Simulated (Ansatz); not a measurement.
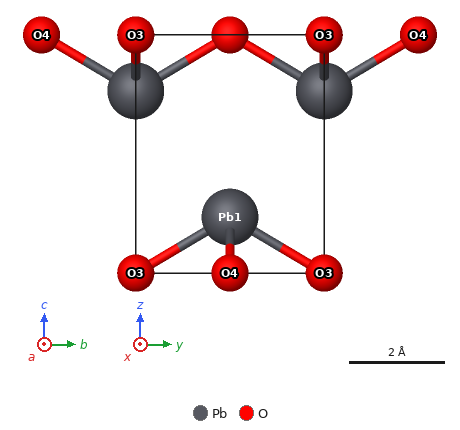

Energy scan for a crystal of PbO (P4/nmm), in which the ratio of the cell's length along z to its lengths across, counted as 1 for the reference, is changed at fixed volume (a c/a path), with the atoms kept at their fractional coordinates. x, y and z are the Cartesian axes of the input. The picture shows the reference cell. Style: ball-and-stick. Shown: the cell of the calculation, along the a axis.

These are results of DFT PBE+D3(BJ), scalar-relativistic, plane waves, PAW (Ansatz 0.2.0), not measurements. Settings: plane-wave cutoff 420 eV; k-point mesh 8 × 8 × 6; occupations gaussian; smearing width 0.05 eV; no spin polarisation. Energies (free energies at the smearing named) are counted from the cell as listed in its source, which wasn't relaxed.

Input
```yaml
crystal:
  lattice:
    - [3.9744, 0.0, 0.0]
    - [0.0, 3.9744, 0.0]
    - [0.0, 0.0, 5.022]
  atoms:
    - { symbol: Pb, position: [0.0, 0.5, 0.2351] }
    - { symbol: Pb, position: [0.5, 0.0, 0.7649] }
    - { symbol: O, position: [0.0, 0.0, 0.0] }
    - { symbol: O, position: [0.5, 0.5, 0.0] }
basis:
  ecutwfc: 420
kpoints:
  mp_grid: { grid: [8, 8, 6] }
hamiltonian:
  xc: pbe
  dispersion: d3bj
scf:
  occupations: { method: gaussian, width: 0.05 }
output:
  forces: true
  stress: true
  eigenvalues: true
  write_density: true
  write_potential: true
  elf: true
  volumetric_format: npy
```

Command:
```bash
ansatz run input.yaml --threads 1 --pin off --max-ram 1228MiB --backend cpu --events-out ev --progress --plain --runs-dir out
```

Question: What energies does the calculation give (the relative ratio: 0.80, 0.85, 0.92, 0.96, 1.00, 1.05, 1.10, 1.20, 1.30)?

Answer:
```tsv
axial ratio over its reference value	energy change (meV/atom)
0.80	43.3
0.85	22.7
0.92	4.0
0.96	−0.5
1.00	0.0
1.05	8.3
1.10	25.8
1.20	89.4
1.30	193.4
```

The lowest computed point lies at the relative ratio 0.96 (−0.5 meV/atom). At the ends of the scan the energy is 43.3 meV/atom (0.80) and 193.4 meV/atom (1.30). The unrelaxed reference is under a pressure of 2.9 GPa. The distortion keeps the space group P4/nmm. At the relative ratio 1.30 the cell of the drawing goes a 3.974 → 3.642 Å, b 3.974 → 3.642 Å, c 5.022 → 5.982 Å.

The computed profile:

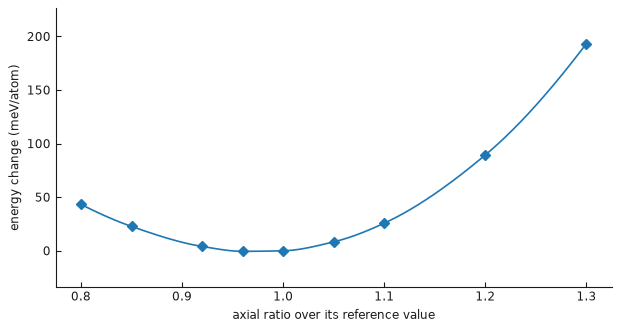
